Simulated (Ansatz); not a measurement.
# A series of single points on Ni

System: Ni (2 atoms in the cell).
Method: DFT, RPBE, plane waves (420 eV) with PAW, scalar-relativistic, spin-polarised (Ansatz 0.2.0).

The 6 runs differ only in the geometry, by an even scaling of the cell at fixed fractional positions.

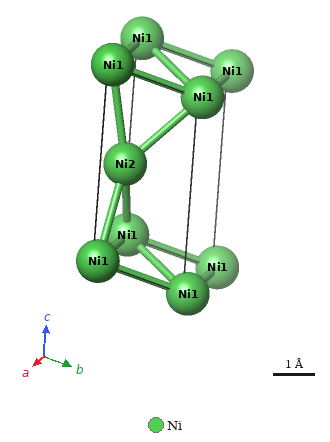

Figure 1. The structure of run 4 (ball-and-stick view of the cell of the calculation, seen slightly off an axis; atoms are numbered from 1 in the order of the input).

### Input of run 4
```yaml
crystal:
  lattice:
    - [-1.707493425, 1.4063850582, 1.2530881221]
    - [1.4063850582, -1.707493425, 1.2530881221]
    - [3.2141151002, 3.2141151002, -1.8045686475]
  atoms:
    - { symbol: Ni, position: [0.9584465652, 0.0415534348, 1.0], spin: 0.698 }
    - { symbol: Ni, position: [0.7915534348, 0.2084465652, 0.5], spin: 0.698 }
hamiltonian:
  xc: rpbe
  pseudopotentials:
    kind: paw
    azcp:
      Ni: "pseudopotentials/Ni.paw.azcp"
basis:
  ecutwfc: 420
  fft_grid_basis: typed
kpoints:
  mp_grid: { grid: [18, 18, 9], shift: [0, 0, 0] }
magnetization:
  spin_polarized: true
scf:
  occupations: { method: fermi_dirac, width: 0.05 }
  lower_state_search: "off"
output:
  stress: true
```

Run 5 differs from it as follows:
```diff
-    - [-1.707493425, 1.4063850582, 1.2530881221]
-    - [1.4063850582, -1.707493425, 1.2530881221]
-    - [3.2141151002, 3.2141151002, -1.8045686475]
+    - [-1.7291095606, 1.4241892908, 1.2689516811]
+    - [1.4241892908, -1.7291095606, 1.2689516811]
+    - [3.254804421, 3.254804421, -1.8274137138]
```

### Results, with one run withheld

```csv
run,volume per atom (Å³),"free energy per atom, from the lowest run given (meV)",pressure (GPa)
1,9.896,114.51,31.02
2,10.346,46.32,18.07
3,11.246,0.00,−0.12
4,11.695,9.51,−6.39
5,12.145,?,?
6,12.595,71.92,−15.13
```

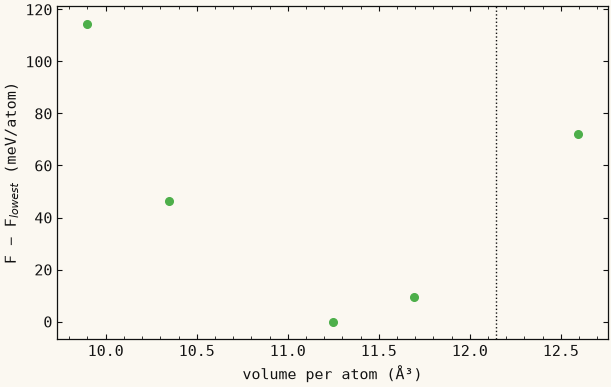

Figure 2. Free energy per atom of the runs given; the dotted line marks run 5.

Fit the runs given and predict run 5.

A cubic polynomial in V^(−2/3) (the Birch–Murnaghan form), fitted to the 5 runs given, misses them by at most 0.04 meV per atom. With x = V^(−2/3) − 0.20112 Å⁻², it reads F = 1.1951 + 1283.9 x + 3.566e+05 x² + 9.1589e+05 x³ (meV per atom). At run 5 it gives 34.57 meV per atom, and the run itself gives 34.62. The slope of the fit gives a pressure −dF/dV of −11.29 GPa there, and the run prints −11.29 GPa. The fit has its minimum at 11.239 Å³ per atom, where V d²F/dV² gives 177 GPa. Cell shape and fractional positions are held, so this is the stiffness under even scaling; the relaxed bulk modulus wasn't computed.

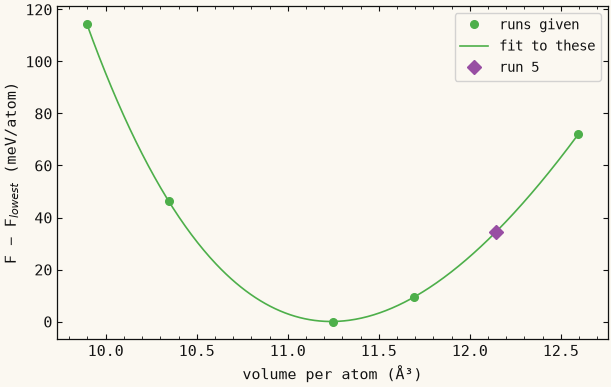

Figure 3. The fit and the withheld run.

### Output, shortened to warnings, some set-up lines, iterations and results (run 5)
```
Basis set: ecut = 420 eV, 465 PW (Γ)
Symmetry: 4 space group operations
k-points: 775 of 2916
Initial density: superposition of atomic densities (chi_scale 0.1, normalization cell)
[...]
SCF iter   1: F=—  HF=-11689.402696 eV  |F-HF|=—  |Δ(HF+E_count)|=         —  Δρ=4.08e-2 (↑4.08e-2 ↓3.00e-2)  dr2=6.40e-1  dr2_m=1.23e-2  M=1.207 μB ∫|m|=1.274 μB  β_m=0.30  …
SCF iter   2: F=—  HF=-11689.361410 eV  |F-HF|=—  |Δ(HF+E_count)|=   4.13e-2  Δρ=1.66e-2 (↑1.66e-2 ↓5.54e-3)  dr2=4.63e-2  dr2_m=1.64e-2  M=1.247 μB ∫|m|=1.338 μB  β_m=1.00  …
SCF iter   3: F=—  HF=-11689.362982 eV  |F-HF|=—  |Δ(HF+E_count)|=   1.57e-3  Δρ=9.99e-3 (↑9.99e-3 ↓3.23e-3)  dr2=2.42e-2  dr2_m=3.43e-3  M=1.241 μB ∫|m|=1.403 μB  β_m=1.00  …
SCF iter   4: F=—  HF=-11689.353370 eV  |F-HF|=—  |Δ(HF+E_count)|=   9.61e-3  Δρ=3.65e-3 (↑1.65e-3 ↓3.65e-3)  dr2=4.42e-4  dr2_m=1.38e-3  M=1.256 μB ∫|m|=1.442 μB  β_m=1.00  …
SCF iter   5: F=—  HF=-11689.357496 eV  |F-HF|=—  |Δ(HF+E_count)|=   4.13e-3  Δρ=2.54e-3 (↑6.86e-4 ↓2.54e-3)  dr2=4.29e-4  dr2_m=5.08e-4  M=1.268 μB ∫|m|=1.464 μB  β_m=1.00  …
[... 6 lines ...]
SCF iter  12: F=—  HF=-11689.367797 eV  |F-HF|=—  |Δ(HF+E_count)|=   4.17e-4  Δρ=1.11e-3 (↑1.11e-3 ↓9.30e-4)  dr2=5.59e-4  dr2_m=2.29e-6  M=1.348 μB ∫|m|=1.571 μB  β_m=0.83  …
SCF iter  13: F=—  HF=-11689.367699 eV  |F-HF|=—  |Δ(HF+E_count)|=   9.76e-5  Δρ=2.29e-4 (↑2.29e-4 ↓1.74e-4)  dr2=2.10e-5  dr2_m=3.30e-7  M=1.353 μB ∫|m|=1.576 μB  β_m=0.68  …
SCF iter  14: F=—  HF=-11689.367696 eV  |F-HF|=—  |Δ(HF+E_count)|=   3.72e-6  Δρ=2.32e-5 (↑2.32e-5 ↓1.07e-5)  dr2=1.43e-7  dr2_m=1.16e-8  M=1.354 μB ∫|m|=1.577 μB  β_m=0.79  …
SCF iter  15: F=-11689.367696 eV  HF=-11689.367696 eV  |F-HF|=2.93e-10  |Δ(HF+E_count)|=   1.90e-8  Δρ=2.64e-6 (↑2.64e-6 ↓2.05e-6)  dr2=1.01e-9  dr2_m=6.94e-10  M=1.354 μB …
SCF 1 converged in 15 iterations: F = -11689.367696 eV  dr2 = 1.01e-9
SCF converged after 15 iterations
Magnetization: 1.3538 μB (18.6769 up, 17.3231 down)
Absolute magnetization: 1.5791 μB (∫|ρ↑−ρ↓|, with the PAW one-centre terms)
Spin contamination: 0.0199 ħ² per cell (⟨S²⟩ above its minimum at these occupations)
Per-site moments (μB) at R_I (Å): [(0.7236218764299863, 1.0618895945961706), (0.7236218764299868, 1.0618895945961706)]
Free energy (F): -11689.367696 eV
Harris-Foulkes:  -11689.367696 eV  (|F-HF|=2.93e-10)
Internal energy: -11689.326409 eV  (E = F + TS)
E sigma→0 (E₀):  -11689.347052 eV
Entropy (-TS):   -0.041286 eV (-20.643 meV/atom)
Fermi energy:    15.990627 eV
--- Per-component energies (eV) ---
  E_band       = -641.857246
  E_kinetic    = 559.883252
  E_local      = -7236.520589  (includes V_loc(G=0)·N_el)
  E_nonlocal   = 1274.023741
  E_hartree    = 3015.470568
  E_xc         = -167.437362
  E_vxc        = -215.459706  (∫ρ·V_xc dr)
  E_paw        = -3272.604982  (= ΣΔE_a)
  E_vpaw       = -1054.722755  (= ΣTr[D̂ρ^β])
  E_aug_tail   = 0.001025  (compensation charges beyond the density's cutoff)
  E_ewald      = -5862.053371
  E_core_change = -0.088691  (= ΣΔE_core)
  E_smearing   = -0.041286  (= −TS)
  E_closure    = 0.000000  (closes the sum)
  Σ components = -11689.367696   (vs F -11689.367696, Δ=0.00e0)
--- Stress (GPa, compression-positive) ---
      -11.316508      -0.102433      -0.033154
       -0.102433     -11.316508      -0.033154
       -0.033154      -0.033154     -11.239841
  P = ⅓ Tr σ = -11.2910 GPa (-112.910 kbar)
```
